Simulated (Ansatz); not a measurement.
# Geometry relaxation, with input and output: Si (part 1 of 2)

Si (slab, 10 atoms in the cell), computed with DFT PBEsol, scalar-relativistic, plane waves, PAW, no spin polarisation (Ansatz 0.2.0).

The structure derives from a Materials Project entry. The input holds or restrains some coordinates. Forces given for the steps count only the free coordinates. It belongs to a series of runs on one base structure; here: clean slab, lower half held. Figures and captions count atoms from 1; the log counts them from 0 in places.

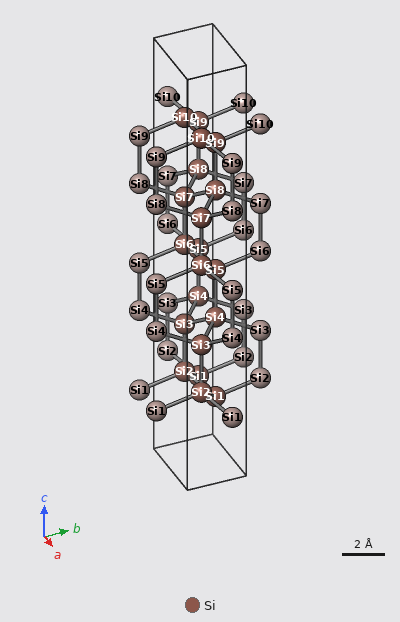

The structure as given in the input (ball-and-stick view of the 2 × 1 repeat of the cell, with the vacuum cut short, seen slightly off an axis; neighbours outside the cell are drawn fainter; atoms are numbered from 1 in the order of the input). An atom can appear more than once, as a periodic image. Near neighbours in the periodic cell (some may lie outside the picture): Si has 3 Si at 2.35 Å; Si has 4 Si at 2.35 to 2.37 Å.

Summary

- outcome: converged under the restraints of the input
- electrons treated: 40
- free energy: −6212.0410 eV
- work function, top face: 4.71 eV
- work function, bottom face: 4.84 eV
- Fermi energy: 0.897 eV
- gap on the k-point mesh: none (metallic)
- final volume: 385.74 Å³
- work function (upper face): 4.71 eV
- largest force (length of the vector) at the end, held atoms and coordinates included: 0.670 eV/Å
- hardware: 1 thread of Intel Xeon @ 2.50GHz (Skylake/Cascade Lake), 189 GiB of memory available, shared host
- wall time: 2.8 min
- peak memory: 0.55 GiB

Input file
```yaml
crystal:
  lattice:
    - [3.8248883482, 0.0, 0.0]
    - [-1.9124441741, 3.3124504762, 0.0]
    - [0.0, 0.0, 30.445432663]
  atoms:
    - { symbol: Si, position: [0.3333333333, 0.6666666667, 0.2791880179] }
    - { symbol: Si, position: [0.6666666667, 0.3333333333, 0.3053604445] }
    - { symbol: Si, position: [0.6666666667, 0.3333333333, 0.3830509023] }
    - { symbol: Si, position: [0.3333333333, 0.6666666667, 0.4092233289] }
    - { symbol: Si, position: [0.3333333333, 0.6666666667, 0.4869137867] }
    - { symbol: Si, position: [0.6666666667, 0.3333333333, 0.5130862133] }
    - { symbol: Si, position: [0.6666666667, 0.3333333333, 0.5907766711] }
    - { symbol: Si, position: [0.3333333333, 0.6666666667, 0.6169490977] }
    - { symbol: Si, position: [0.3333333333, 0.6666666667, 0.6946395555] }
    - { symbol: Si, position: [0.6666666667, 0.3333333333, 0.7208119821] }
basis:
  ecutwfc: 420
kpoints:
  mp_grid: { grid: [9, 9, 1] }
hamiltonian:
  xc: pbesol
scf:
  occupations: { method: gaussian, width: 0.05 }
output:
  forces: true
  eigenvalues: true
  write_density: true
  write_potential: true
  elf: true
  volumetric_format: npy
relax:
  adjacent_minimum: "off"
  f_tol: 0.03
  max_steps: 70
  constraints: [{ sites: [0, 1, 2, 3, 4] }]
efield:
  axis: 3
  dipole_correction: true
  ramp_width: 0.04
```

Launched with:
```bash
ansatz run input.yaml --threads 1 --pin off --max-ram 2560MiB --backend cpu --events-out ev --progress --plain --runs-dir out
```

What the program printed
```
Engine: ansatz 0.2.0, x86_64-unknown-linux-gnu
Pseudopotentials: kind: paw
Pseudopotential: Si, paw, valence charge 4, recommended cutoff 420 eV (normal), Si.paw.azcp
Functional definition: PBEsol
  exchange = pbesol_x
  correlation = pbesol_c
Crystal: 10 atoms, lattice volume = 385.736 Å³
Basis set: ecut = 420 eV, 7517 PW (Γ), exchange–correlation on 54×54×432 points (8 copies of the dense FFT grid, shifted against one another)
Bands: 30, of which v1, the nominal top of the filled ones, is band 20 counted from 1 (19 counted from 0)
Symmetry: 6 space group operations
k-points: 12 of 81 (time reversal used)
Non-local potential: Si, projectors of the file, l = 0: 2, l = 1: 2, l = 2: 2
PAW form: soft (Blöchl's): semilocal exchange-correlation on the pseudo side does not see the compensation charge
PAW frozen core: Si, regenerated for the run's functional, and the local potential with it (the file was generated under x = pbe(κ = 0.804, μ = 0.2195149727645171), c = pbe(β = 0.06672455060314922))
PAW one-centre angular grid: Si, 110 points (default); XC on 64 Gauss nodes
Initial density: superposition of atomic densities (neutral atoms: chi_scale 0, normalization atom), corrected by the library's trained network
Initial wavefunctions: pseudopotential atomic-orbital guess
Functional: x = pbesol(κ = 0.804, μ = 0.12345679012345678), c = pbesol(β = 0.046)
SCF iter   1: F=—  HF=-6212.027458 eV  |F-HF|=—  |Δ(HF+E_count)|=         —  Δρ=3.12e-3  dr2=2.36e-1  ethr=1.77e-3  p=0.000 e·Å  D=4.77e-14 V/Å  ΔV_dip=-0.00 eV  dr2_dipole=5.06e-8  V_vac-E_F(+/−)=5.12/5.12 eV  ⟨swp⟩=8.8  Hψ=2363  notcnv=0  defer=11
efield: sawtooth ramp at fractional position 0.9800 (placed from the atoms, in the widest stretch of the axis that holds none; the zero of the levels goes with the place), width 0.0400; the density the first Hamiltonian is built on has a dipole p = 0.000 e·Å; the dipole correction subtracts the counter field D = 4.77e-14 V/Å, which shifts the + side's vacuum level by -0.00 eV against the − side's; the planar-averaged density in the ramp window peaks in size at 2.0e-5 e/Å³
preconditioner: auto → LDOS  [metal: Δε(μ)=0.023 eV  Ē_g=7.493 eV  σ=0.050 eV  W_gap=0.24  n_scr=18 (ndim 8)  ℏωp=12.0 eV  f_vac=0.422  D(μ)=11.29/eV (n_scr^D=100)  β→1.0]
SCF iter   2: F=—  HF=-6212.008353 eV  |F-HF|=—  |Δ(HF+E_count)|=   1.91e-2  Δρ=1.44e-3  dr2=1.28e-1  ethr=5.89e-4  p=-0.000 e·Å  D=-5.84e-7 V/Å  ΔV_dip=0.00 eV  dr2_dipole=3.57e-7  V_vac-E_F(+/−)=5.04/5.04 eV  ⟨swp⟩=1.7  Hψ=484  notcnv=0  defer=30
SCF iter   3: F=—  HF=-6212.005114 eV  |F-HF|=—  |Δ(HF+E_count)|=   3.24e-3  Δρ=9.57e-4  dr2=5.32e-2  ethr=3.21e-4  p=-0.000 e·Å  D=-2.60e-6 V/Å  ΔV_dip=0.00 eV  dr2_dipole=2.22e-7  V_vac-E_F(+/−)=4.97/4.97 eV  ⟨swp⟩=1.0  Hψ=321  notcnv=0  defer=39
SCF iter   4: F=—  HF=-6212.001897 eV  |F-HF|=—  |Δ(HF+E_count)|=   3.22e-3  Δρ=5.76e-4  dr2=1.06e-2  ethr=1.33e-4  p=-0.000 e·Å  D=-9.28e-7 V/Å  ΔV_dip=0.00 eV  dr2_dipole=1.90e-7  V_vac-E_F(+/−)=4.86/4.86 eV  ⟨swp⟩=1.3  Hψ=326  notcnv=0  defer=39
SCF iter   5: F=—  HF=-6212.001307 eV  |F-HF|=—  |Δ(HF+E_count)|=   5.89e-4  Δρ=2.85e-4  dr2=1.04e-3  ethr=2.64e-5  p=0.000 e·Å  D=1.94e-7 V/Å  ΔV_dip=-0.00 eV  dr2_dipole=6.50e-9  V_vac-E_F(+/−)=4.83/4.83 eV  ⟨swp⟩=1.3  Hψ=346  notcnv=0  defer=39
SCF iter   6: F=—  HF=-6212.001268 eV  |F-HF|=—  |Δ(HF+E_count)|=   3.91e-5  Δρ=9.52e-5  dr2=1.36e-4  ethr=2.60e-6  p=0.000 e·Å  D=2.59e-7 V/Å  ΔV_dip=-0.00 eV  dr2_dipole=3.03e-10  V_vac-E_F(+/−)=4.83/4.83 eV  ⟨swp⟩=2.6  Hψ=500  notcnv=0  defer=39
SCF iter   7: F=-6212.001239 eV  HF=-6212.001251 eV  |F-HF|=1.13e-5  |Δ(HF+E_count)|=   1.77e-5  Δρ=3.81e-5  dr2=1.87e-5  ethr=5.63e-8  p=0.000 e·Å  D=1.22e-7 V/Å  ΔV_dip=-0.00 eV  dr2_dipole=7.96e-10  V_vac-E_F(+/−)=4.83/4.83 eV  ⟨swp⟩=21.3  Hψ=4145  notcnv=0
SCF 1 converged in 7 iterations: F = -6212.001239 eV  dr2 = 1.87e-5
  greatest PAW one-centre occupation: 0.668 electrons in one spin orbital (limit 2), on the Si atom at site 0 (counted from 0), in its partial waves of l = 0
relax step   1: F+E_penalty+E_count = -6212.00123918 eV  Δ(F+E_penalty+E_count) = +0.000e0 eV  max|allowed force component| = 6.755e-1 eV/Å  Δτ_max = 0.0000 Å  (7 SCF iters, dr2 threshold 2.25e-5 eV, accepted)
Initial density: handed on by an earlier stage of this run
Initial wavefunctions: those handed on with the density
SCF iter   1: F=—  HF=-6212.042089 eV  |F-HF|=—  |Δ(HF+E_count)|=         —  Δρ=2.88e-3  dr2=1.51e0  ethr=3.10e-3  p=0.000 e·Å  D=1.20e-7 V/Å  ΔV_dip=-0.00 eV  dr2_dipole=1.39e0  V_vac-E_F(+/−)=4.79/4.79 eV  ⟨swp⟩=2.1  Hψ=644  notcnv=0  defer=38
efield: sawtooth ramp at fractional position 0.9800 (handed on by an earlier solve), width 0.0400; the density the first Hamiltonian is built on has a dipole p = 0.000 e·Å; the dipole correction subtracts the counter field D = 1.20e-7 V/Å, which shifts the + side's vacuum level by -0.00 eV against the − side's; the planar-averaged density in the ramp window peaks in size at 5.0e-7 e/Å³
preconditioner: auto → LDOS  [metal: Δε(μ)=0.026 eV  Ē_g=7.520 eV  σ=0.050 eV  W_gap=0.28  n_scr=18 (ndim 8)  ℏωp=12.0 eV  f_vac=0.428  D(μ)=10.95/eV (n_scr^D=98)  β→1.0]
SCF iter   2: F=—  HF=-6212.035483 eV  |F-HF|=—  |Δ(HF+E_count)|=   6.61e-3  Δρ=4.52e-4  dr2=1.03e-2  ethr=3.10e-3  p=0.004 e·Å  D=1.96e-3 V/Å  ΔV_dip=-0.06 eV  dr2_dipole=6.98e-3  V_vac-E_F(+/−)=4.77/4.83 eV  ⟨swp⟩=1.0  Hψ=456  notcnv=0  defer=38
SCF iter   3: F=—  HF=-6212.035596 eV  |F-HF|=—  |Δ(HF+E_count)|=   1.14e-4  Δρ=2.67e-4  dr2=4.37e-3  ethr=2.56e-5  p=0.005 e·Å  D=2.21e-3 V/Å  ΔV_dip=-0.07 eV  dr2_dipole=2.56e-3  V_vac-E_F(+/−)=4.76/4.83 eV  ⟨swp⟩=1.5  Hψ=332  notcnv=0  defer=38
SCF iter   4: F=—  HF=-6212.035479 eV  |F-HF|=—  |Δ(HF+E_count)|=   1.18e-4  Δρ=1.55e-4  dr2=1.21e-3  ethr=1.09e-5  p=0.005 e·Å  D=2.39e-3 V/Å  ΔV_dip=-0.07 eV  dr2_dipole=7.72e-5  V_vac-E_F(+/−)=4.76/4.83 eV  ⟨swp⟩=1.5  Hψ=345  notcnv=0  defer=38
SCF iter   5: F=—  HF=-6212.035378 eV  |F-HF|=—  |Δ(HF+E_count)|=   1.00e-4  Δρ=8.28e-5  dr2=2.91e-4  ethr=3.02e-6  p=0.006 e·Å  D=2.62e-3 V/Å  ΔV_dip=-0.08 eV  dr2_dipole=9.98e-5  V_vac-E_F(+/−)=4.76/4.84 eV  ⟨swp⟩=2.0  Hψ=442  notcnv=0  defer=38
SCF iter   6: F=—  HF=-6212.035361 eV  |F-HF|=—  |Δ(HF+E_count)|=   1.70e-5  Δρ=3.04e-5  dr2=4.39e-5  ethr=7.28e-7  p=0.006 e·Å  D=2.83e-3 V/Å  ΔV_dip=-0.09 eV  dr2_dipole=1.41e-5  V_vac-E_F(+/−)=4.75/4.84 eV  ⟨swp⟩=1.7  Hψ=382  notcnv=0  defer=38
SCF iter   7: F=-6212.035357 eV  HF=-6212.035361 eV  |F-HF|=4.40e-6  |Δ(HF+E_count)|=   4.16e-7  Δρ=1.26e-5  dr2=3.56e-6  ethr=7.13e-8  p=0.006 e·Å  D=2.91e-3 V/Å  ΔV_dip=-0.09 eV  dr2_dipole=1.57e-6  V_vac-E_F(+/−)=4.75/4.84 eV  ⟨swp⟩=23.8  Hψ=4079  notcnv=0
SCF 2 converged in 7 iterations: F = -6212.035357 eV  dr2 = 3.56e-6
relax step   2: F+E_penalty+E_count = -6212.03535663 eV  Δ(F+E_penalty+E_count) = -3.412e-2 eV  max|allowed force component| = 3.097e-1 eV/Å  Δτ_max = 0.0770 Å  (7 SCF iters, dr2 threshold 2.85e-5 eV, accepted)
iter 1 solved again at ethr=8.75e-4 eV; its pass at ethr=3.10e-3 eV (dr2=3.50e-1 eV) is discarded
SCF iter   1: F=—  HF=-6212.043029 eV  |F-HF|=—  |Δ(HF+E_count)|=         —  Δρ=1.37e-3  dr2=3.29e-1  ethr=8.75e-4  p=0.006 e·Å  D=2.91e-3 V/Å  ΔV_dip=-0.09 eV  dr2_dipole=2.92e-1  V_vac-E_F(+/−)=4.73/4.82 eV  ⟨swp⟩=1.0  Hψ=1073  notcnv=0  defer=42
efield: sawtooth ramp at fractional position 0.9800 (handed on by an earlier solve), width 0.0400; the density the first Hamiltonian is built on has a dipole p = 0.006 e·Å; the dipole correction subtracts the counter field D = 2.91e-3 V/Å, which shifts the + side's vacuum level by -0.09 eV against the − side's; the planar-averaged density in the ramp window peaks in size at 1.6e-7 e/Å³
preconditioner: auto → LDOS  [insulator: Δε(μ)=0.063 eV  Ē_g=7.522 eV  σ=0.050 eV  W_gap=0.53  n_scr=18 (ndim 8)  ℏωp=12.0 eV  f_vac=0.428  D(μ)=11.54/eV (n_scr^D=100)  ε∞_Penn≈3.5  β→1.0]
SCF iter   2: F=—  HF=-6212.040857 eV  |F-HF|=—  |Δ(HF+E_count)|=   2.17e-3  Δρ=3.59e-4  dr2=2.34e-2  ethr=8.22e-4  p=0.008 e·Å  D=3.91e-3 V/Å  ΔV_dip=-0.12 eV  dr2_dipole=2.02e-2  V_vac-E_F(+/−)=4.71/4.83 eV  ⟨swp⟩=1.0  Hψ=313  notcnv=0  defer=42
SCF iter   3: F=—  HF=-6212.040683 eV  |F-HF|=—  |Δ(HF+E_count)|=   1.74e-4  Δρ=1.20e-4  dr2=4.13e-4  ethr=5.86e-5  p=0.009 e·Å  D=4.25e-3 V/Å  ΔV_dip=-0.13 eV  dr2_dipole=3.01e-4  V_vac-E_F(+/−)=4.71/4.84 eV  ⟨swp⟩=1.0  Hψ=313  notcnv=0  defer=42
SCF iter   4: F=—  HF=-6212.040762 eV  |F-HF|=—  |Δ(HF+E_count)|=   7.89e-5  Δρ=6.62e-5  dr2=9.71e-5  ethr=1.03e-6  p=0.009 e·Å  D=4.24e-3 V/Å  ΔV_dip=-0.13 eV  dr2_dipole=2.73e-5  V_vac-E_F(+/−)=4.71/4.84 eV  ⟨swp⟩=2.0  Hψ=429  notcnv=0  defer=42
SCF iter   5: F=—  HF=-6212.040755 eV  |F-HF|=—  |Δ(HF+E_count)|=   6.82e-6  Δρ=3.96e-5  dr2=5.80e-5  ethr=2.43e-7  p=0.009 e·Å  D=4.21e-3 V/Å  ΔV_dip=-0.13 eV  dr2_dipole=2.83e-5  V_vac-E_F(+/−)=4.71/4.84 eV  ⟨swp⟩=1.9  Hψ=403  notcnv=0  defer=42
SCF iter   6: F=—  HF=-6212.040753 eV  |F-HF|=—  |Δ(HF+E_count)|=   2.61e-6  Δρ=1.39e-5  dr2=1.22e-5  ethr=1.45e-7  p=0.009 e·Å  D=4.18e-3 V/Å  ΔV_dip=-0.13 eV  dr2_dipole=1.60e-6  V_vac-E_F(+/−)=4.71/4.84 eV  ⟨swp⟩=1.5  Hψ=327  notcnv=0  defer=42
iter 7 did not close the SCF: its close was put off until two iterations running show no level that it waits for move by more than its bar (scf_convergence_deferred on its scf_iter line)
SCF iter   7: F=-6212.040750 eV  HF=-6212.040752 eV  |F-HF|=2.66e-6  |Δ(HF+E_count)|=   1.95e-7  Δρ=6.49e-6  dr2=2.72e-6  ethr=1.50e-8  p=0.009 e·Å  D=4.15e-3 V/Å  ΔV_dip=-0.13 eV  dr2_dipole=1.16e-7  V_vac-E_F(+/−)=4.71/4.84 eV  ⟨swp⟩=21.2  Hψ=3640  notcnv=0
SCF iter   8: F=-6212.040752 eV  HF=-6212.040752 eV  |F-HF|=4.19e-7  |Δ(HF+E_count)|=   1.98e-7  Δρ=3.30e-6  dr2=5.11e-7  ethr=6.80e-9  p=0.009 e·Å  D=4.14e-3 V/Å  ΔV_dip=-0.13 eV  dr2_dipole=2.73e-10  V_vac-E_F(+/−)=4.71/4.84 eV  ⟨swp⟩=9.6  Hψ=2656  notcnv=0
SCF 3 converged in 8 iterations: F = -6212.040752 eV  dr2 = 5.11e-7
relax step   3: F+E_penalty+E_count = -6212.04075179 eV  Δ(F+E_penalty+E_count) = -5.395e-3 eV  max|allowed force component| = 4.937e-2 eV/Å  Δτ_max = 0.0290 Å  (8 SCF iters, dr2 threshold 5.99e-6 eV, accepted)
SCF iter   1: F=—  HF=-6212.040866 eV  |F-HF|=—  |Δ(HF+E_count)|=         —  Δρ=1.75e-4  dr2=2.87e-4  ethr=7.08e-4  p=0.009 e·Å  D=4.14e-3 V/Å  ΔV_dip=-0.13 eV  dr2_dipole=4.13e-5  V_vac-E_F(+/−)=4.71/4.84 eV  ⟨swp⟩=1.8  Hψ=567  notcnv=0  defer=21
efield: sawtooth ramp at fractional position 0.9800 (handed on by an earlier solve), width 0.0400; the density the first Hamiltonian is built on has a dipole p = 0.009 e·Å; the dipole correction subtracts the counter field D = 4.14e-3 V/Å, which shifts the + side's vacuum level by -0.13 eV against the − side's; the planar-averaged density in the ramp window peaks in size at 8.5e-8 e/Å³
preconditioner: auto → LDOS  [metal: Δε(μ)=0.004 eV  Ē_g=7.521 eV  σ=0.050 eV  W_gap=0.05  n_scr=18 (ndim 8)  ℏωp=12.0 eV  f_vac=0.428  D(μ)=11.62/eV (n_scr^D=100)  β→1.0]
SCF iter   2: F=—  HF=-6212.040885 eV  |F-HF|=—  |Δ(HF+E_count)|=   1.89e-5  Δρ=6.98e-5  dr2=3.73e-4  ethr=7.17e-7  p=0.009 e·Å  D=4.08e-3 V/Å  ΔV_dip=-0.12 eV  dr2_dipole=2.33e-4  V_vac-E_F(+/−)=4.71/4.84 eV  ⟨swp⟩=2.3  Hψ=683  notcnv=0  defer=41
SCF iter   3: F=—  HF=-6212.040879 eV  |F-HF|=—  |Δ(HF+E_count)|=   5.85e-6  Δρ=4.81e-5  dr2=6.55e-5  ethr=7.17e-7  p=0.009 e·Å  D=4.05e-3 V/Å  ΔV_dip=-0.12 eV  dr2_dipole=6.45e-6  V_vac-E_F(+/−)=4.71/4.84 eV  ⟨swp⟩=1.0  Hψ=318  notcnv=0  defer=41
SCF iter   4: F=—  HF=-6212.040973 eV  |F-HF|=—  |Δ(HF+E_count)|=   9.38e-5  Δρ=2.99e-5  dr2=3.82e-5  ethr=1.64e-7  p=0.009 e·Å  D=4.04e-3 V/Å  ΔV_dip=-0.12 eV  dr2_dipole=2.32e-5  V_vac-E_F(+/−)=4.71/4.84 eV  ⟨swp⟩=1.0  Hψ=318  notcnv=0  defer=41
SCF iter   5: F=—  HF=-6212.040972 eV  |F-HF|=—  |Δ(HF+E_count)|=   5.07e-7  Δρ=2.64e-5  dr2=4.03e-5  ethr=9.56e-8  p=0.009 e·Å  D=4.06e-3 V/Å  ΔV_dip=-0.12 eV  dr2_dipole=3.12e-5  V_vac-E_F(+/−)=4.71/4.84 eV  ⟨swp⟩=1.0  Hψ=318  notcnv=0  defer=41
SCF iter   6: F=—  HF=-6212.040971 eV  |F-HF|=—  |Δ(HF+E_count)|=   1.17e-6  Δρ=6.64e-6  dr2=3.16e-6  ethr=9.56e-8  p=0.009 e·Å  D=4.10e-3 V/Å  ΔV_dip=-0.12 eV  dr2_dipole=1.30e-6  V_vac-E_F(+/−)=4.71/4.84 eV  ⟨swp⟩=1.0  Hψ=318  notcnv=0  defer=41
SCF iter   7: F=—  HF=-6212.040971 eV  |F-HF|=—  |Δ(HF+E_count)|=   7.35e-8  Δρ=2.83e-6  dr2=4.96e-7  ethr=7.89e-9  p=0.009 e·Å  D=4.11e-3 V/Å  ΔV_dip=-0.13 eV  dr2_dipole=2.03e-7  V_vac-E_F(+/−)=4.71/4.84 eV  ⟨swp⟩=2.2  Hψ=449  notcnv=0  defer=41
SCF iter   8: F=—  HF=-6212.040971 eV  |F-HF|=—  |Δ(HF+E_count)|=   9.09e-9  Δρ=1.51e-6  dr2=1.30e-7  ethr=1.24e-9  p=0.009 e·Å  D=4.11e-3 V/Å  ΔV_dip=-0.13 eV  dr2_dipole=2.42e-8  V_vac-E_F(+/−)=4.71/4.84 eV  ⟨swp⟩=1.2  Hψ=328  notcnv=0  defer=41
SCF iter   9: F=-6212.040971 eV  HF=-6212.040971 eV  |F-HF|=1.44e-8  |Δ(HF+E_count)|=   4.98e-9  Δρ=7.98e-7  dr2=2.16e-8  ethr=2.50e-10  p=0.009 e·Å  D=4.11e-3 V/Å  ΔV_dip=-0.13 eV  dr2_dipole=3.92e-11  V_vac-E_F(+/−)=4.71/4.84 eV  ⟨swp⟩=16.0  Hψ=2749  notcnv=0
SCF 4 converged in 9 iterations: F = -6212.040971 eV  dr2 = 2.16e-8
relax step   4: F+E_penalty+E_count = -6212.04097092 eV  Δ(F+E_penalty+E_count) = -2.191e-4 eV  max|allowed force component| = 5.714e-3 eV/Å  Δτ_max = 0.0074 Å  (9 SCF iters, accepted)
```
